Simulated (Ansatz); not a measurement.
# Single-point calculation of C

The run: single-point calculation of C (P6₃/mmc, 8 atoms in the cell). Method and program: DFT PBE, scalar-relativistic, plane waves, PAW, no spin polarisation (Ansatz 0.2.0).

The structure derives from an entry of the Crystallography Open Database. It belongs to a series of runs on one base structure; here: strain +0.0300 x Voigt [1, 1, 0, 0, 0, 0], atoms carried along.

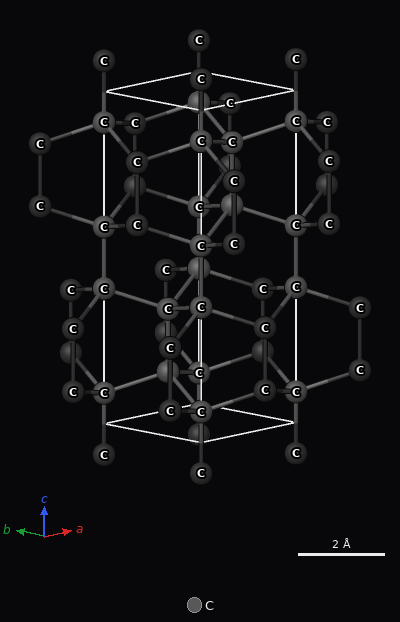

The input geometry (ball-and-stick view of the cell of the calculation, seen at an oblique angle; neighbours outside the cell are drawn fainter). An atom can appear more than once, as a periodic image. Near neighbours in the periodic cell (some may lie outside the picture): C has 4 C at 1.54 to 1.58 Å.

Key numbers:

```csv
quantity,value
outcome,converged
space group (tolerance 0.01 Å),P6₃/mmc (194)
electrons treated,32
free energy,−2006.0906 eV
Fermi energy,14.364 eV
gap on the k-point mesh,4.07 eV
pressure,−22.43 GPa
largest force (length of the vector),0.072 eV/Å
hardware,"2 threads of Intel Xeon @ 2.50GHz (Skylake/Cascade Lake), 189 GiB of memory available, shared host"
wall time,5.3 s (CPU time 9.8 s)
peak memory,0.36 GiB
```

Input:
```yaml
crystal:
  lattice:
    - [2.5935590462, 0.0, 0.0]
    - [-1.2967795231, 2.2460880203, 0.0]
    - [0.0, 0.0, 8.3045881819]
  atoms:
    - { symbol: C, position: [0.0, 0.0, 0.0929681641] }
    - { symbol: C, position: [0.0, 0.0, 0.5929681641] }
    - { symbol: C, position: [0.0, 0.0, 0.4070318359] }
    - { symbol: C, position: [0.0, 0.0, 0.9070318359] }
    - { symbol: C, position: [0.3333333333, 0.6666666667, 0.1555285626] }
    - { symbol: C, position: [0.6666666667, 0.3333333333, 0.6555285626] }
    - { symbol: C, position: [0.3333333333, 0.6666666667, 0.3444714374] }
    - { symbol: C, position: [0.6666666667, 0.3333333333, 0.8444714374] }
basis:
  ecutwfc: 420
kpoints:
  mp_grid: { grid: [12, 12, 4] }
hamiltonian:
  xc: pbe
scf:
  occupations: { method: gaussian, width: 0.05 }
output:
  forces: true
  stress: true
  eigenvalues: true
  write_density: true
  write_potential: true
  elf: true
  volumetric_format: npy
```

Run as:
```bash
ansatz run input.yaml --threads 2 --pin off --max-ram 5120MiB --backend cpu --events-out ev --progress --plain --runs-dir out
```

Log:
```
Engine: ansatz 0.2.0, x86_64-unknown-linux-gnu
Pseudopotentials: kind: paw
Pseudopotential: C, paw, valence charge 4, recommended cutoff 420 eV (normal), C.paw.azcp
Functional definition: PBE
  parameter kappa = 0.804
  parameter beta = 0.06672455060314922
  exchange = pbe_x(kappa = kappa, mu = beta*pi^2/3)
  correlation = pbe_c(beta = beta)
Crystal: 8 atoms, lattice volume = 48.377 Å³
Basis set: ecut = 420 eV, 957 PW (Γ), exchange–correlation on 36×36×120 points (8 copies of the dense FFT grid, shifted against one another)
Bands: 24, of which v1, the nominal top of the filled ones, is band 16 counted from 1 (15 counted from 0)
Symmetry: 24 space group operations
Space group: P63/mmc (ITA 194), of the structure as read, at distance tolerance 3.6e-5 Å
k-points: 57 of 576
Non-local potential: C, projectors of the file, l = 0: 2, l = 1: 2, l = 2: 1
PAW form: soft (Blöchl's): semilocal exchange-correlation on the pseudo side does not see the compensation charge
PAW one-centre angular grid: C, 110 points (default); XC on 64 Gauss nodes
Initial density: superposition of atomic densities (neutral atoms: chi_scale 0, normalization atom), corrected by the library's trained network
Initial wavefunctions: pseudopotential atomic-orbital guess
Functional: x = pbe(κ = 0.804, μ = 0.2195149727645171), c = pbe(β = 0.06672455060314922)
SCF iter   1: F=—  HF=-2006.091318 eV  |F-HF|=—  |Δ(HF+E_count)|=         —  Δρ=3.25e-3  dr2=3.66e-3  ethr=1.77e-3  ⟨swp⟩=6.0  Hψ=6525  notcnv=0  defer=18
preconditioner: auto → none  [insulator: Δε(μ)=4.088 eV  Ē_g=16.296 eV  σ=0.050 eV  W_gap=1.00  n_scr=6 (ndim 8)  ℏωp=30.2 eV  f_vac=0.000  D(μ)=0.00/eV (n_scr^D=0)  ε∞_Penn≈4.4]
SCF iter   2: F=—  HF=-2006.090409 eV  |F-HF|=—  |Δ(HF+E_count)|=   9.09e-4  Δρ=1.32e-3  dr2=3.68e-4  ethr=1.14e-5  ⟨swp⟩=2.3  Hψ=2681  notcnv=0  defer=52
SCF iter   3: F=—  HF=-2006.090534 eV  |F-HF|=—  |Δ(HF+E_count)|=   1.25e-4  Δρ=4.44e-4  dr2=3.57e-5  ethr=1.15e-6  ⟨swp⟩=2.8  Hψ=2151  notcnv=0  defer=52
SCF iter   4: F=—  HF=-2006.090555 eV  |F-HF|=—  |Δ(HF+E_count)|=   2.04e-5  Δρ=9.42e-5  dr2=1.23e-6  ethr=1.12e-7  ⟨swp⟩=2.7  Hψ=2255  notcnv=0  defer=52
iter 5 did not close the SCF: its close was put off for the readings that it lacked (scf_convergence_deferred on its scf_iter line)
SCF iter   5: F=-2006.090557 eV  HF=-2006.090557 eV  |F-HF|=2.96e-8  |Δ(HF+E_count)|=   1.77e-6  Δρ=1.18e-5  dr2=2.47e-8  ethr=3.84e-9  ⟨swp⟩=2.5  Hψ=2056  notcnv=0  defer=52
SCF iter   6: F=-2006.090557 eV  HF=-2006.090557 eV  |F-HF|=6.72e-10  |Δ(HF+E_count)|=   3.37e-8  Δρ=1.30e-6  dr2=2.95e-10  ethr=7.72e-11  ⟨swp⟩=10.1  Hψ=8338  notcnv=0
SCF 1 converged in 6 iterations: F = -2006.090557 eV  dr2 = 2.95e-10
  greatest PAW one-centre occupation: 0.635 electrons in one spin orbital (limit 2), on the C atom at site 3 (counted from 0), in its partial waves of l = 0
```

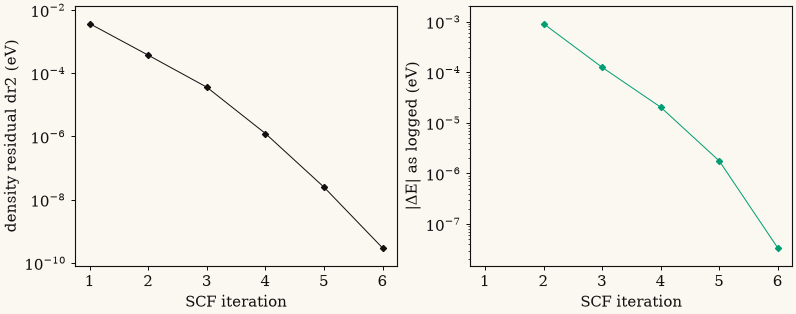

Convergence of the self-consistent field: density residual dr2 and size of the energy change against the SCF iteration. The residual falls at every step.

```
SCF converged after 6 iterations
Free energy (F): -2006.090557 eV
Harris-Foulkes:  -2006.090557 eV  (|F-HF|=6.72e-10)
Internal energy: -2006.090557 eV  (E = F + TS)
E sigma→0 (E₀):  -2006.090557 eV
Fermi energy:    14.364444 eV
--- Per-component energies (eV) ---
  E_band       = 115.047397
  E_kinetic    = 721.117182
  E_local      = -510.998542  (includes V_loc(G=0)·N_el)
  E_nonlocal   = 210.521430
  E_hartree    = 111.923288
  E_xc         = -385.281816
  E_vxc        = -477.985111  (∫ρ·V_xc dr)
  E_paw        = -792.275013  (= ΣΔE_a)
  E_vpaw       = -51.454175  (= ΣTr[D̂ρ^β])
  E_aug_tail   = 0.000071  (compensation charges beyond the density's cutoff)
  E_ewald      = -1361.097158
  E_smearing   = -0.000000  (= −TS)
  E_closure    = -0.000000  (closes the sum)
  Σ components = -2006.090557   (vs F -2006.090557, Δ=0.00e0)
--- Forces (eV/Å), atoms counted from 1 ---
  atom   1  C     -0.00000000    -0.00000000    -0.00126242
  atom   2  C     -0.00000000     0.00000000    -0.00126242
  atom   3  C     -0.00000000    -0.00000000     0.00126242
  atom   4  C      0.00000000     0.00000000     0.00126242
  atom   5  C     -0.00000000     0.00000000    -0.07241939
  atom   6  C      0.00000000    -0.00000000    -0.07241939
  atom   7  C     -0.00000000     0.00000000     0.07241939
  atom   8  C      0.00000000    -0.00000000     0.07241939
  max |Σ_I F_I| component: 1.67e-16 eV/Å
--- Stress (GPa, compression-positive) ---
      -32.791786       0.000000       0.000000
       -0.000000     -32.791786       0.000000
        0.000000       0.000000      -1.720154
  P = ⅓ Tr σ = -22.4346 GPa (-224.346 kbar)
--- Band table (eV; the first three rows and the last of 57) ---
  k-point 0: bands = ["-8.4638", "-6.8192", "-6.7241", "-2.7316", "-0.5510", "6.0567", "6.1434", "9.2859", "9.2859", "10.4006", "10.4006", "10.5186", "10.5186", "12.0776", "12.3276", "12.3276", "17.1684", "17.1684", "18.2501", "18.9200", "19.0317", "19.0317", "19.2898", "19.6453"]
  k-point 1: bands = ["-8.3572", "-7.5088", "-5.8376", "-3.5202", "0.4098", "4.0657", "8.1346", "9.3633", "9.3633", "9.9632", "9.9632", "11.0401", "11.0401", "11.4854", "12.1258", "12.1258", "17.4019", "17.4019", "18.4337", "18.6351", "18.6351", "18.8806", "19.3256", "19.5837"]
  k-point 2: bands = ["-8.0380", "-8.0380", "-4.7296", "-4.7296", "2.1301", "2.1301", "9.5933", "9.5933", "9.5933", "9.5933", "10.0215", "10.0215", "11.6349", "11.6349", "11.6349", "11.6349", "17.9733", "17.9733", "17.9733", "17.9733", "18.7277", "18.7277", "19.4403", "19.4403"]
  k-point 56: bands = ["-1.6467", "-1.6467", "-1.4384", "-1.4384", "1.1151", "1.1151", "1.7304", "1.7304", "3.5404", "3.5404", "4.3286", "4.3286", "7.2321", "7.2321", "7.6594", "7.6594", "17.6099", "17.6099", "22.0920", "22.0920", "23.0272", "23.0272", "23.6294", "23.6294"]
```

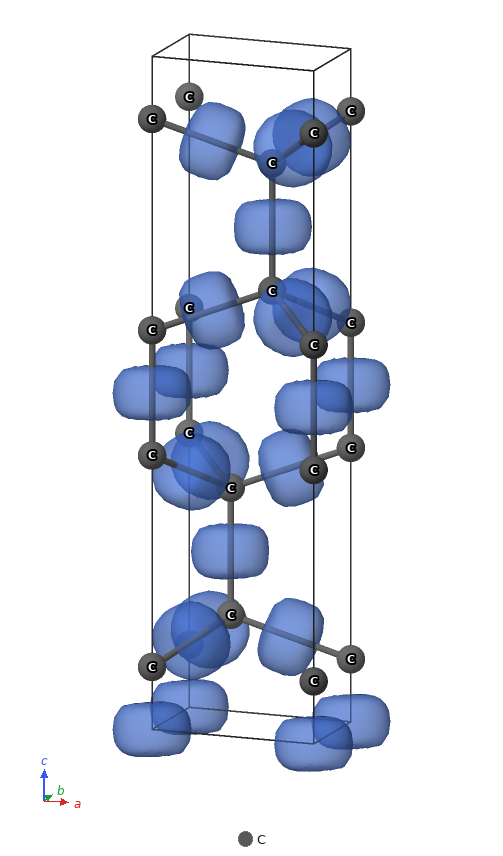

Isosurface of the electron localisation function at 0.75 (blue), seen slightly off an axis. Core shells and regions of very low density are left out. Sticks mark near contacts. The outline is the cell set on symmetry axes. Values along the shortest contacts: C–C (1.54 Å): the ELF peaks at about 0.95 between the atoms (a shared electron pair). C–C (1.58 Å): the ELF peaks at about 0.95 between the atoms, as expected for localised, shared-pair bonding. The fields are those of the smooth PAW valence density.

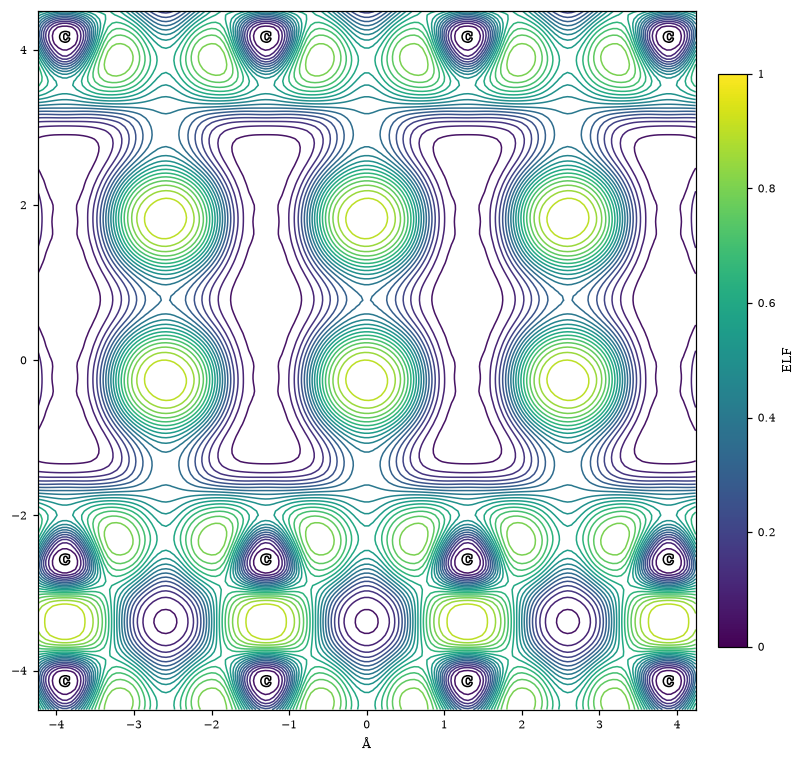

ELF on the (100) plane of the conventional cell.
